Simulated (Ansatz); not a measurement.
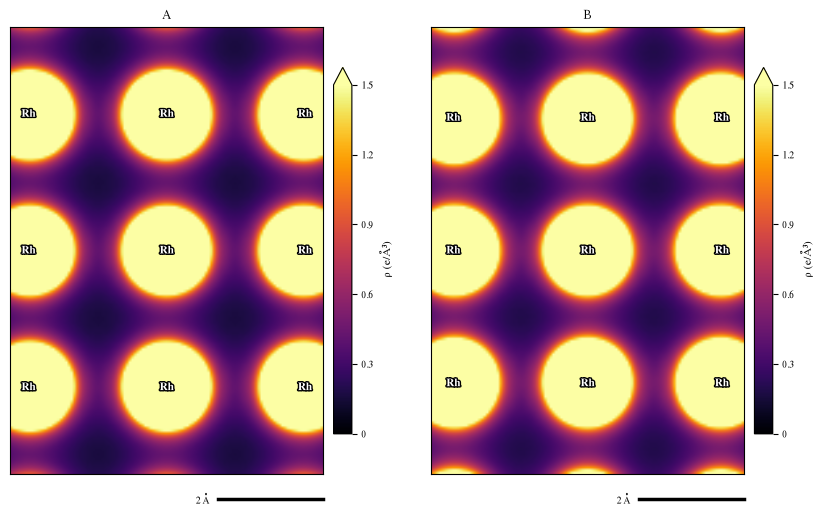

Rh. The valence pseudo-density of two cells that differ in size, on the (11̄0) plane of each (indices in the axes of the calculation cell), at one length scale and on one colour scale; one has 12.3 and the other 13.4 Å³ an atom.

Method: DFT, LDA (PW92), plane waves (420 eV) with PAW, scalar-relativistic in Ansatz 0.2.0.

Which is the denser cell? Describe the effect of the change.

Panel B is the smaller cell, by 8 % in volume. From the larger cell to the smaller, Rh–Rh goes from 2.59 to 2.52 Å, and the density at its midpoint from 0.43 to 0.5 e/Å³; the pressure goes from 13 to 50 GPa.
